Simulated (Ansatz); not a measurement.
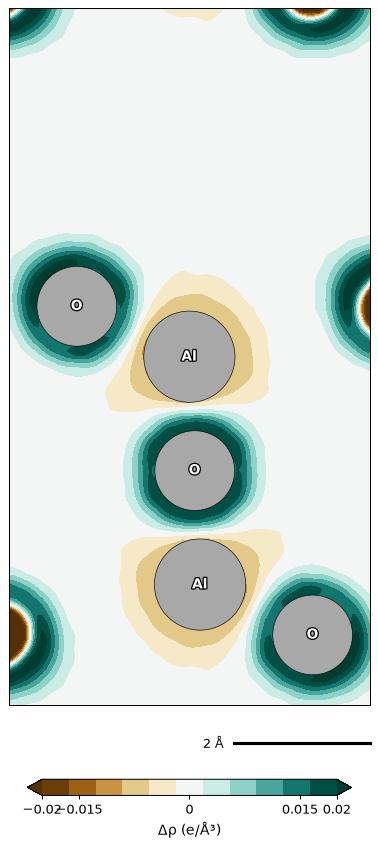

Al2O3. Difference of the valence pseudo-densities of two functionals at the same geometry, on the (001) plane of the calculation cell: one of BLYP and r2SCAN less the other.

Both computed with Ansatz (plane waves, PAW), on the same k-point mesh. Grey discs cover the atomic cores.

**Which was subtracted from which, and what does the map show?**

It is r2SCAN less BLYP. Against BLYP, r2SCAN gives more density around O (+0.016 e/Å³ on average at 0.7 Å from the nucleus) and a change of +0.006 e/Å³ at the midpoint of Al–O.
